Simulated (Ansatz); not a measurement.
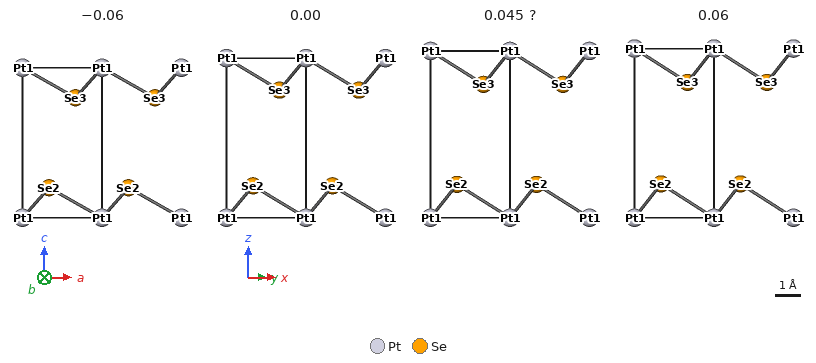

A scan of crystalline PtSe2 (P-3m1): the cell is strained along z alone, with the atoms kept at their fractional coordinates. x, y and z are the Cartesian axes of the input. The picture is a ball-and-stick view of the cell of the calculation, repeated 2 × 2 × 1 with one cell outlined, seen along the b axis.

All numbers below come from DFT PBE, scalar-relativistic, plane waves, PAW in Ansatz. (plane-wave cutoff 420 eV; k-point mesh 12 × 12 × 4; occupations gaussian; smearing width 0.05 eV; no spin polarisation). Energies (free energies at the smearing named) are counted from the relaxed crystal.

| strain | energy change (meV/atom) |
| --- | --- |
| −0.0600 | 24.1 |
| −0.0450 | 13.4 |
| −0.0300 | 5.9 |
| −0.0150 | 1.5 |
| 0.0000 | 0.0 |
| 0.0150 | 1.4 |
| 0.0300 | 5.7 |
| 0.0450 | ? |
| 0.0525 | 17.1 |
| 0.0600 | 22.1 |

Q: Fill in the missing row.

A: A straight line between the two neighbours gives 13.3 meV/atom. A cubic through the four nearest rows (0.0150, 0.0300, 0.0525, 0.0600) gives, with Lagrange weights, (−0.0667)(1.4) + (0.3333)(5.7) + (1.0667)(17.1) + (−0.3333)(22.1) = 12.7 meV/atom. The calculation gives 12.6 meV/atom, so the cubic is 0.1 meV/atom too high and the straight line 0.7 meV/atom too high, as the curve bends upwards here.

The whole profile:

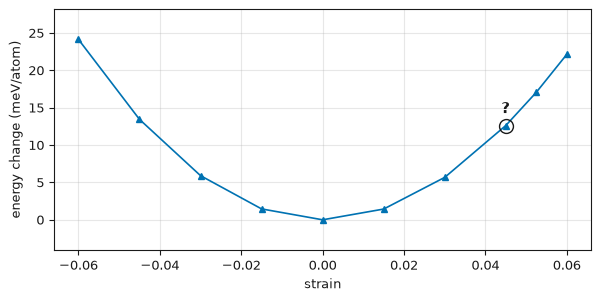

Limits of the set-up: layers or molecules are held without a dispersion correction, so their spacing is unreliable.
